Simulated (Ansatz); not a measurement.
The structure in question:

```cif
data_structure
_symmetry_space_group_name_H-M 'P 1'
_symmetry_Int_Tables_number 1
_cell_length_a 3.1945
_cell_length_b 3.1945
_cell_length_c 19.4423
_cell_angle_alpha 90.000
_cell_angle_beta 90.000
_cell_angle_gamma 120.000
_cell_volume 171.82
loop_
_atom_site_label
_atom_site_type_symbol
_atom_site_fract_x
_atom_site_fract_y
_atom_site_fract_z
_atom_site_occupancy
W1 W 0.66667 0.33333 0.33266 1
S1 S 0.33333 0.66667 0.25291 1
S2 S 0.66667 0.33333 0.07906 1
W2 W 0.33333 0.66667 0.66599 1
S3 S 0.00000 0.00000 0.58624 1
S4 S 0.33333 0.66667 0.41240 1
W3 W 0.00000 0.00000 0.99933 1
S5 S 0.66667 0.33333 0.91958 1
S6 S 0.00000 0.00000 0.74573 1
```

> What does this file describe?

The formula is WS2. It is rhombohedral (trigonal R), space group R3m (No. 160). There are 9 atoms in the cell: 3 W, 6 S. The polyhedra are WS6 trigonal prisms; they share edges. The neighbours of W are six S in a trigonal prismatic arrangement at 2.41 Å. The coordination shell of S holds three W in a trigonal pyramidal arrangement at 2.41 Å. Not all metal-metal contacts are counted. The bonds build WS2 layers parallel to (001).

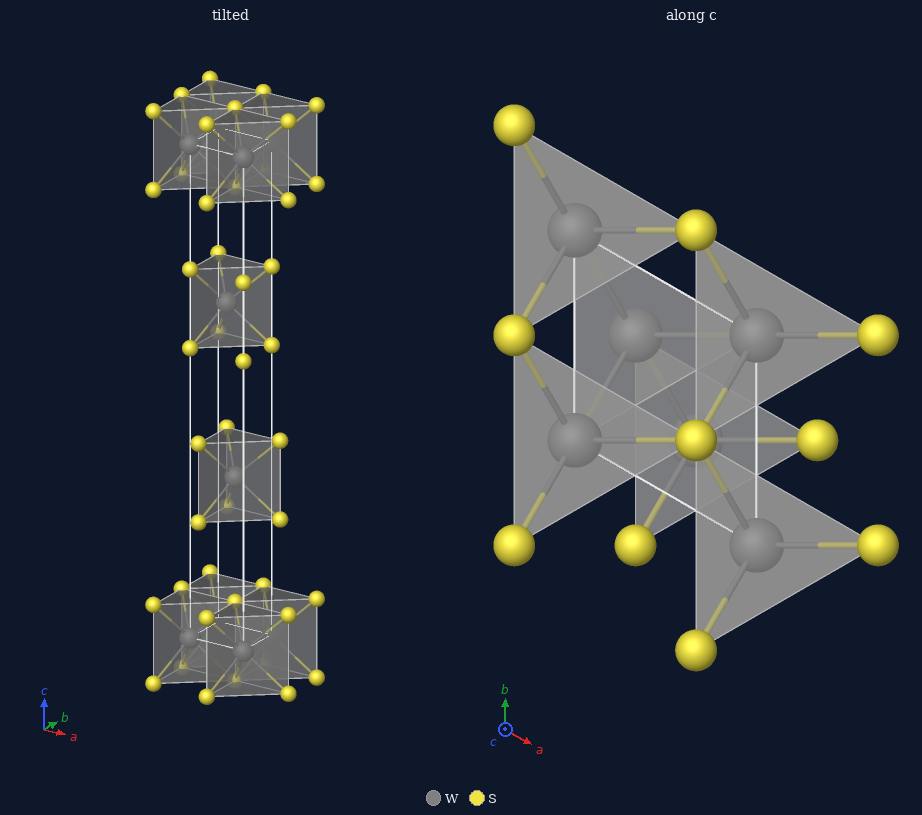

Polyhedral representation of a periodic structure, projected slightly off an axis and along the c axis. Thin lines show the conventional unit cell, with boundary atoms drawn in all their periodic places. Some neighbours outside the box are added.

Origin of the cell: a structure listed in the Materials Project. The cell was then strained or its atoms displaced on purpose. Ansatz was used for an electronic-structure calculation on it.
